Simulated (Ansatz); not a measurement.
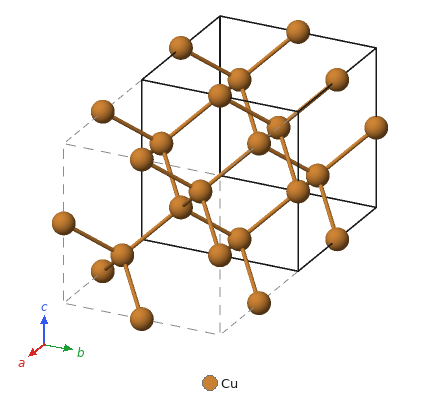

Cu (Fd-3m, No. 227): coordinates from a relaxation with Ansatz, DFT, RPBE, plane waves (420 eV) with PAW, scalar-relativistic; the starting structure was generated, so it need not be a known form of this composition.

Space group Fd-3m:1 (No. 227). a = 5.445 Å, b = 5.445 Å, c = 5.445 Å, α = 90.00°, β = 90.00°, γ = 90.00°
| atom | site | symmetry | x | y | z |
| --- | --- | --- | --- | --- | --- |
| Cu | 8b | -43m | 0.2500 | 0.2500 | 0.7500 |

**What will a dark-field STEM-like image along [211] show? The image is simulated as a sum over atoms of Z^1.7, blurred by a 0.50 Å probe (no channelling). The probe carries 15 % of its weight in a tail 2.5 times as wide. Shot noise was added.**

The columns repeat on a rectangular net of 1.93 × 3.14 Å (plane group p2mm). All columns are alike (Cu). The shortest distance between visible columns is 0.79 Å in projection. Along the beam the structure repeats every 6.67 Å.

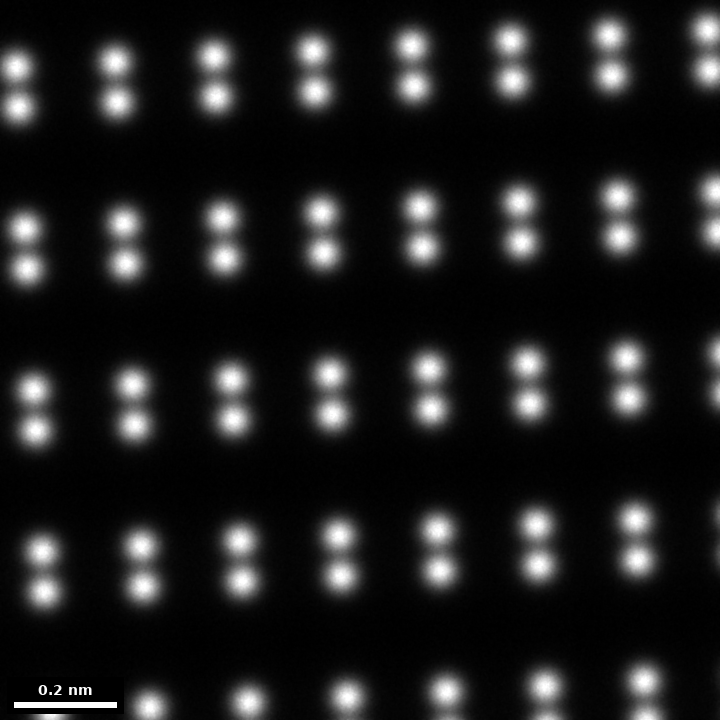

The simulated image.
